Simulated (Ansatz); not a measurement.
## Where Sc_Hf puts its levels in the gap of HfO2 (P2_1/c)

Charge states of Sc_Hf in HfO2 (P2_1/c), set against the band edges. Model: a cell of 96 host atoms with 1 Hf taken out and 1 Sc put in.

Calculated with Ansatz 0.2.0; place-levels on r2SCAN runs: charge-transition levels and formation energies with image-charge correction and potential alignment at the atomic sites; PAW set soft_1.

**1. Set-up**

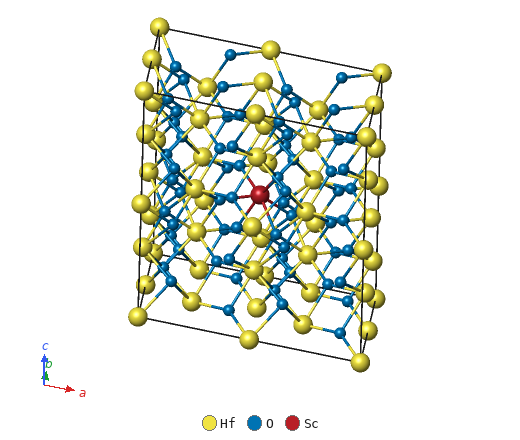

The starting structure, seen slightly off an axis (hafnium yellow, oxygen blue, scandium red). Bonds to atoms that aren't drawn are left out. Some periodic images of atoms are drawn too.

The cell holds 96 atoms: 31 Hf, 64 O and 1 Sc. Cell: a = 10.229 Å, b = 10.363 Å, c = 10.593 Å, α = 90.0°, β = 99.5°, γ = 90.0°. It derives from HfO2 (space group P2_1/c). Nearest the centre at fractional (0.638, 0.521, 0.604): Sc88 at 0.00 Å, O93 at 2.04 Å, O22 at 2.05 Å, O68 at 2.14 Å, O84 at 2.14 Å, O91 at 2.16 Å, O53 at 2.24 Å, O90 at 2.25 Å.

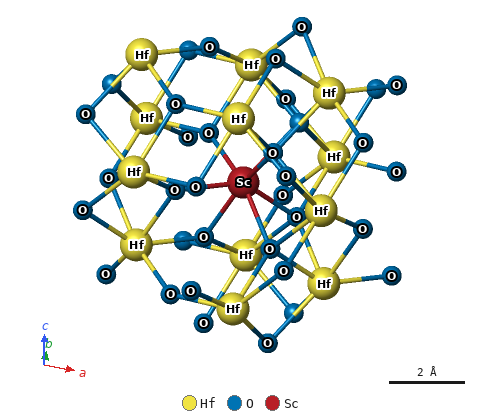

The atoms within 5 Å of the centre.

Known beforehand: the electronic dielectric constant, principal values (4.68, 5.06, 5.10), and the static one, principal values (15.30, 19.46, 21.76), computed on the host (DFPT, PBEsol, on the r2SCAN cell), and a cell off the functional's own equilibrium shifts the ionic part.

The cell's shortest repeat is 10.2 Å.

**2. Charge states**

A transition level is the Fermi level at which two charge states cost the same, so each charge needs its own total energy, at its own relaxed structure.

Each atom starts 0.05 Å or so off its site in a random direction. Forces are taken at one point at (¼, ¼, ¼). The cell holds 1 electron more than the neutral one, with a uniform background that keeps it neutral on the whole.

The sampling was tested on the host first: at the k-points planned (1x1x1 shifted 0.25 0.25 0.25) its energy lies 0.000 eV an atom from the dense-mesh value, under the bound of 0.02 eV set for this test; that bounds the host's error, not the defect's.

One of the inputs; charge, spin and start change from state to state.

File qm1.relax/input.yaml:

```yaml
crystal:
  lattice:
    - [5.11472524, 0.0, 0.00439096]
    - [0.0, 5.18131434, 0.0]
    - [-0.8752188, 0.0, 5.22383757]
  atoms:
    - { symbol: Hf, position: [0.27617734, 0.45817284, 0.70826142] }
    - { symbol: Hf, position: [0.72382266, 0.95817284, 0.79173858] }
    - { symbol: Hf, position: [0.72382266, 0.54182716, 0.29173858] }
    - { symbol: Hf, position: [0.27617734, 0.04182716, 0.20826142] }
    - { symbol: O, position: [0.44799697, 0.74237157, 0.97842192] }
    - { symbol: O, position: [0.55200303, 0.24237157, 0.52157808] }
    - { symbol: O, position: [0.55200303, 0.25762843, 0.02157808] }
    - { symbol: O, position: [0.44799697, 0.75762843, 0.47842192] }
    - { symbol: O, position: [0.06994267, 0.33347536, 0.34426322] }
    - { symbol: O, position: [0.93005733, 0.83347536, 0.15573678] }
    - { symbol: O, position: [0.93005733, 0.66652464, 0.65573678] }
    - { symbol: O, position: [0.06994267, 0.16652464, 0.84426322] }
  supercell: [2, 2, 2]
  defects: [{ substitution: { at: 87, symbol: Sc } }]
total_charge: -1
basis:
  ecutwfc: 500
  xc_grid: 2
hamiltonian:
  xc: r2scan
  pseudopotentials: { kind: paw, azcp: { folder: soft_1 } }
kpoints:
  mp_grid: { grid: [1, 1, 1], shift: [0.25, 0.25, 0.25] }
scf:
  occupations: { method: fixed }
  max_iter: 80
output:
  forces: true
  charged_corrections:
    epsilon: [[5.04, 0.0, 0.14], [0.0, 5.06, 0.0], [0.14, 0.0, 4.74]]
    static_epsilon: [[21.35, 0.0, 1.58], [0.0, 19.46, 0.0], [1.58, 0.0, 15.71]]
relax:
  f_tol: 0.02
  max_steps: 80
  random_displacement: { amplitude: 0.05, seed: 2803 }
checkpoint:
  write: "../qm1.relax.run"
  compress: false
  write_wavefunctions: true
  write_every: 100000
```

Run with:

```
$ ansatz run input.yaml --threads 32 --pin off --max-ram 56524MiB --backend cuda --events-out ev --progress --plain --runs-dir out --max-vram 78GiB
```

The relaxed structure is kept and the sampling changed to a 2×2×2 shifted mesh.

The run of this state that the levels use, under r2SCAN:

File qm1.point/input.yaml:

```yaml
crystal:
  checkpoint: "../qm1.relax.run"
  host: checkpoint
total_charge: -1
basis:
  ecutwfc: 500
  xc_grid: 2
hamiltonian:
  xc: r2scan
  pseudopotentials: { kind: paw, azcp: { folder: soft_1 } }
kpoints:
  mp_grid: { grid: [2, 2, 2], shift: [0.5, 0.5, 0.5] }
scf:
  occupations: { method: fermi_dirac, width: 0.01 }
  max_iter: 80
output:
  forces: true
  eigenvalues: true
  charged_corrections:
    epsilon: [[5.04, 0.0, 0.14], [0.0, 5.06, 0.0], [0.14, 0.0, 4.74]]
    static_epsilon: [[21.35, 0.0, 1.58], [0.0, 19.46, 0.0], [1.58, 0.0, 15.71]]
    defect_position: [0.638089, 0.520914, 0.604131]
  eigenstates: { localisation: true }
  populations: true
  band_densities: [{ bands: [v1, v1] }, { bands: [c1, c1] }]
  write_density: true
  write_potential: true
  volumetric_format: npy
  elf: true
checkpoint:
  read: "../qm1.relax.run"
  write: "../qm1.point.run"
  compress: false
  write_wavefunctions: false
  write_every: 100000
```

Relaxations under r2SCAN at one point at (¼, ¼, ¼); times on 1 × NVIDIA GB200 with 32 threads of Arm Neoverse V2, shared host:

```
charge  moment (μB)  occupations    outcome  steps  largest displacement against the far atoms (Å)  time
    −1            0        fixed  converged      6                                            0.05  11 s
     0            1        fixed  converged      9                                            0.05  23 s
    +1            0        fixed  converged      6                                            0.05  12 s
    +1            2        fixed  converged      7                                            0.05  20 s
```

Single points under r2SCAN at a 2×2×2 shifted mesh; times on 1 × NVIDIA GB200 with 32 threads of Arm Neoverse V2, shared host:

```
charge  moment (μB)  occupations    outcome   time
    −1            0  fermi-dirac  converged  6.3 s
     0            1  fermi-dirac  converged   20 s
    +1            0  fermi-dirac  converged    8 s
    +1            2  fermi-dirac  converged   17 s
```

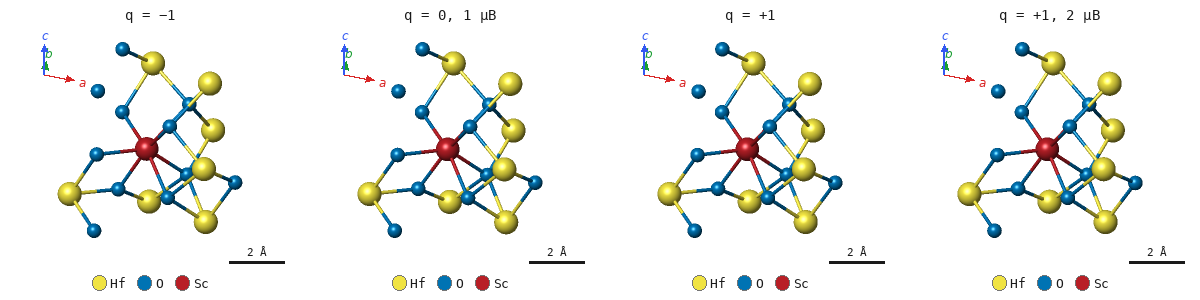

The structures near the centre after relaxation with r2SCAN, by charge. Bonds to atoms that aren't drawn are left out.

Distances (Å) from Sc88 to the nearest atoms after relaxation with r2SCAN:

```
charge  moment (μB)      1.      2.      3.      4.      5.      6.
    −1            0  O 2.06  O 2.06  O 2.15  O 2.18  O 2.21  O 2.27
     0            1  O 2.07  O 2.08  O 2.16  O 2.17  O 2.20  O 2.25
    +1            0  O 2.06  O 2.07  O 2.16  O 2.17  O 2.20  O 2.25
    +1            2  O 2.06  O 2.07  O 2.17  O 2.17  O 2.20  O 2.25
```

**3. Levels against the band edges, r2SCAN**

A charged cell interacts with its images and the background, and its potential has another zero than the host's. place-levels removes the first by a point-charge model, screened by the static dielectric constant since the ions have relaxed around the charge, and the second by comparing potentials at atoms far from the defect.

The host is a run of the defect-free crystal in the same cutoffs, grids and k-points, so that basis and sampling errors cancel in part in the differences. Its band edges come from a run of the primitive cell that searches the zone for them. The host is run in a cell of 24 atoms on a matching mesh. Chemical potentials are energies per atom of Hf (hcp) and Sc (hcp), run with the same functional and cutoff.

File levels.point.yaml:

```yaml
host:
  run: host.point.run
  levels_from: { run: edges.point.run }
states: [qm1.point.run, q0_M1.point.run, qp1.point.run, qp1_M2.point.run]
geometry_from:
  qm1.point.run: qm1.relax.run
  q0_M1.point.run: q0_M1.relax.run
  qp1.point.run: qp1.relax.run
  qp1_M2.point.run: qp1_M2.relax.run
  host.point.run: host.relax.run
chemical_potentials:
  Hf:
    energy: -15733.791958
    dataset: "<sha256 of the dataset>"
  Sc:
    energy: -2140.560492
    dataset: <sha256 of the dataset>
epsilon:
  - [5.04, 0.0, 0.14]
  - [0.0, 5.06, 0.0]
  - [0.14, 0.0, 4.74]
static_epsilon:
  - [21.35, 0.0, 1.58]
  - [0.0, 19.46, 0.0]
  - [1.58, 0.0, 15.71]
vertical:
  - { from: qm1.point.run, to: qm1.point_neutral.run }
  - { from: qp1.point.run, to: qp1.point_neutral.run }
  - { from: qp1_M2.point.run, to: qp1_M2.point_neutral.run }
```

Run with:

```
$ ansatz place-levels levels.point.yaml -- --threads 32 --pin off --max-ram 56524MiB --backend cuda --max-vram 78GiB
```

Numbers of over 12 decimals in the logs are rounded to 6 here.

Output:

```text
[... repeated set-up lines and file paths are left out, and long positions are rounded to six places ...]
(+1/0) 0.033 eV beneath the valence edge (-0.076 eV without the band-filling correction), in the valence band
(0/-1) 0.053 eV above the valence edge, 4.543 eV under the conduction edge
formation energy of charge +1: +2.913 eV with the Fermi level at the valence edge
formation energy of charge 0: +2.880 eV with the Fermi level at the valence edge
formation energy of charge -1: +2.933 eV with the Fermi level at the valence edge
vertical -1 to 0: no energy, since no alignment is typed
  the change from vertical[0].from (qm1.point.run) to vertical[0].to (qm1.point_neutral.run): by its potential at epsilon [[5.04, 0, 0.14], [0, 5.06, 0], [0.14, 0, 4.74]] it stands at 0.502 0.590 0.603, with an rms radius of about 6.6 Å (3.5 4.1 3.9 Å across [...]
vertical +1 to 0: no energy, since no alignment is typed
  the change from vertical[1].from (qp1.point.run) to vertical[1].to (qp1.point_neutral.run): by its potential at epsilon [[5.04, 0, 0.14], [0, 5.06, 0], [0.14, 0, 4.74]] it is spread over the cell along a vector, with an rms radius of about 7.8 Å (3.1 5.0 [...]
vertical +1 to 0: no energy, since no alignment is typed
  the change from vertical[2].from (qp1_M2.point.run) to vertical[2].to (qp1_M2.point_neutral.run): by its potential at epsilon [[5.04, 0, 0.14], [0, 5.06, 0], [0.14, 0, 4.74]] it stands at 0.999 0.576 0.610, with an rms radius of about 6.2 Å (2.9 4.1 3.7 Å [...]
  edges by r2scan of host.levels_from (edges.point.run), its mesh sampled to repeats of 30.69 Å (the valence edge +0.092 eV and the conduction edge -0.106 eV from those of the host's own run), gap 4.596 eV; the host is sampled to repeats of 26.92 Å
  the defect's cells are sampled to repeats of 26.92 Å, like sampling
  charge +1: -526485.4855 eV with its correction of -0.158 eV, at epsilon [[21.35, 0, 1.58], [0, 19.46, 0], [1.58, 0, 15.71]], aligned at sites: -0.2628 eV, mean over 48 atomic sites at or beyond 5.11 Å from the defect at [0.6381, 0.5209, 0.6041], with [...]
  charge 0: +0.000 eV for its dipole among its images, +0.036 omitted
  charge -1: -526460.3206 eV with its correction of +0.248 eV, at epsilon [[21.35, 0, 1.58], [0, 19.46, 0], [1.58, 0, 15.71]], aligned at sites: -0.1433 eV, mean over 48 atomic sites at or beyond 5.11 Å from the defect at [0.6381, 0.5209, 0.6041], with [...]
  charge +1: states[2] (qp1.point.run) stands 0.093 eV higher, with a moment of 0.00 μB against 2.00
  states[2] (qp1.point.run): levels filled in part (TS 0.019 eV): its energy is of no whole electron's
  of states[3] (qp1_M2.point.run): it parts from the run at its places by a charge that spreads by about 4.1 Å along one vector (1.8 Å or more is wide), by its potential at epsilon [[5.04, 0, 0.14], [0, 5.06, 0], [0.14, 0, 4.74]], taken for that of held ions [...]
  of states[1] (q0_M1.point.run): stability_check_not_made
  of states[0] (qm1.point.run): it parts from the run at its places by a charge that spreads by about 4.1 Å along one vector (1.8 Å or more is wide), by its potential at epsilon [[5.04, 0, 0.14], [0, 5.06, 0], [0.14, 0, 4.74]], taken for that of held ions [...]
  of states[2] (qp1.point.run): it parts from the run at its places by a charge that spreads by about 5 Å along one vector (1.8 Å or more is wide), by its potential at
```

It took 0.47 s on 32 threads of Arm Neoverse V2, shared host.

Levels between the charges placed, in eV above the valence top:

```
        gap (eV)  (+1/0)  (0/−1)
r2SCAN      4.60   -0.03    0.05
```

Corrections by state:

```
charge  moment (μB)  image terms and alignment (eV)  band filling (eV)                                  ε used  over the lowest of its charge, as the program ranks them, band filling apart (eV)
    +1          2.0                          -0.158             -0.043  principal values (15.30, 19.46, 21.76)                                                                              0.000
     0          1.0                           0.000                  -                                       -                                                                              0.000
    −1          0.0                           0.248                  -  principal values (15.30, 19.46, 21.76)                                                                              0.000
    +1          0.0                          -0.157                  -  principal values (15.30, 19.46, 21.76)                                                                              0.093
```

The charged structures listed were also run neutral, and place-levels reads from each pair, by the potential or the spins, how wide the charge is by which they differ; that can be the carrier of either run.

```
charge  rms radius (Å)  spread where it is widest against the cell (Å)  wide from (Å)  reading
    +1             6.2                                            4.05           1.79     wide
    −1             6.6                                            4.15           1.79     wide
```

The neutral runs of these pairs need not share the spin of the lowest neutral state, and very wide values only mean spread over the cell.

From the program's caveats on the states, each cut to its opening words:

- charge +1 (2 μB), −1: it parts from the run at its places by a charge that spreads by about 4.1 Å along one vector (1.8 Å or more is wide), by its potential at epsilon [[5.04, 0, [...]
- charge +1 (2 μB): a band-filling correction moves a carrier to the host's band edge, which changes its energy by -0.043 eV
- charge +1 (2 μB): the far atoms show a dipole or second moment of the defect's charge, for which the correction takes or leaves out 0.069 eV: further moments aren't read, and [...]
- charge +1 (2 μB): its displacements don't fall off away from the defect: farther atoms stand 0.011 Å off the host's places
- charge +1 (2 μB), 0 (1 μB): flagged: stability check not made
- charge +1: it parts from the run at its places by a charge that spreads by about 5 Å along one vector (1.8 Å or more is wide), by its potential at epsilon [[5.04, 0, [...]

Chemical potentials of the elements' reference phases, run alike. Formation energies (elemental references), with the Fermi level at the valence top and at the conduction bottom (gap 4.60 eV):

```
charge  at valence top (eV)  at conduction bottom (eV)  correction included (eV)
    +1                 2.91                       7.51                     -0.20
     0                 2.88                       2.88                      0.00
    −1                 2.93                      -1.66                      0.25
```

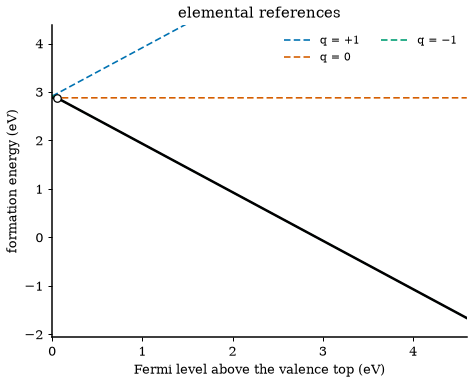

Formation energy against Fermi level; the thick line follows the lowest charge state and circles mark the transition levels.

The charge transition levels (eV, zero at the valence-band top of the host):

```
       conduction bottom  valence top
Sc_Hf               4.60         0.00
```

```
        level  energy (eV)
Sc_Hf  (+1/0)        -0.03
Sc_Hf  (0/−1)         0.05
```

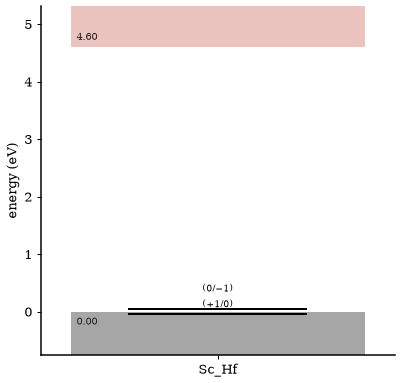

Charge transition levels. Shaded: valence and conduction bands.

**4. Effect of the sampling**

The relaxations' own energies give the levels at their sampling, for comparison.

File levels.relax_mesh.yaml:

```yaml
host:
  run: host.relax.run
  levels_from: { run: edges.relax.run }
states: [qm1.relax.run, q0_M1.relax.run, qp1.relax.run, qp1_M2.relax.run]
chemical_potentials:
  Hf:
    energy: -15733.791958
    dataset: "<sha256 of the dataset>"
  Sc:
    energy: -2140.560492
    dataset: <sha256 of the dataset>
```

Run with:

```
$ ansatz place-levels levels.relax_mesh.yaml -- --threads 32 --pin off --max-ram 56524MiB --backend cuda --max-vram 78GiB
```

Output:

```text
[...]
(0/-1) 0.052 eV above the valence edge, 4.544 eV under the conduction edge
formation energy of charge +1: +2.914 eV with the Fermi level at the valence edge
formation energy of charge 0: +2.881 eV with the Fermi level at the valence edge
formation energy of charge -1: +2.933 eV with the Fermi level at the valence edge
  edges by r2scan of host.levels_from (edges.relax.run), its mesh sampled to repeats of 30.69 Å (the valence edge +0.096 eV and the conduction edge -0.182 eV from those of the host's own run), gap 4.596 eV; the host is sampled to repeats of 14.56 Å
[... the lines on each state left out ...]
```

Elapsed: 0.15 s, on 32 threads.

Levels between neighbouring charges, in eV above the valence top:

```
                        gap (eV)  (+1/0)  (0/−1)
one point at (¼, ¼, ¼)      4.60   -0.03    0.05
  a 2×2×2 shifted mesh      4.60   -0.03    0.05
```

Going from one point at (¼, ¼, ¼) to a 2×2×2 shifted mesh moves the levels that carry no band-filling term by up to 0.00 eV and formation energies against the elements by up to 0.00 eV; band-filling terms, which differ between samplings, are in these energies.

**5. Results**

```yaml
gap_of_the_host: 4.60 eV (r2SCAN)
level_plus_1_over_0: 0.03 eV below the valence top (-0.08 eV above the valence top without the band-filling term)
level_0_minus_1: 0.05 eV above the valence top
lowest_of_the_charges_placed_just_above_the_valence_top_0p02_ev: 0
lowest_of_the_charges_placed_just_below_the_conduction_bottom_0p02_ev: −1
lowest_formation_energy_at_mid_gap_of_the_charges_run_elemental_references: 0.64 eV
```

In words: Of the charges placed (−1, 0 and +1), the lowest changes at 0.05 eV (0/−1) above the valence top, in a gap of 4.60 eV. (0/−1) lies nearer to a band edge than the share of the finite-size correction in it (0.25 eV), and that correction holds for a localised charge alone. (0/−1) lies 0.05 eV from a band edge, less than the doubt on such levels. Charges below −1 were not placed, so these runs say nothing of levels that involve them. States placed: +1 at 2 μB and 0 μB; 0 at 1 μB; −1 at 0 μB. Other spin states or structures, where not listed, weren't placed. The program finds carriers beyond a band edge of the host and adds a band-filling term at charge +1 (-0.04 eV); steps to such a charge show no bound level, and a defect level inside a band would be read the same way. Sc is taken at its element; compounds, which aren't counted here, bound the chemical potentials and would shift these formation energies. Going from one point at (¼, ¼, ¼) to a 2×2×2 shifted mesh moves the levels that carry no band-filling term by up to 0.00 eV and formation energies against the elements by up to 0.00 eV; band-filling terms, which differ between samplings, are in these energies. Keep in mind: r2SCAN makes the gap too small and tends to spread out bound carriers; where a gas molecule sets a chemical potential or the host's formation energy, its binding is uncorrected; spin–orbit coupling, which can matter with heavy atoms, is left out.

[Logs are printed without paths, hosts, clocks, repeated set-up lines and the standing remarks that a program may print on its own settings, such as how far it seeks lower states.]

[Hosts, paths, dates, database ids (printed as entryN), source tags and the programs' standing remarks are cut or masked in the printed files.]

[Where a table of states has a column of steps, it counts the stored structures, which are thinned; the runs took as many ionic steps or more.]

[A defect's name tells the site on which it was built; relaxed atoms can leave that site.]

[For some hosts the program warned that the k-mesh of the response run may be too coarse for force constants and the static dielectric constant; such warnings are not shown here.]
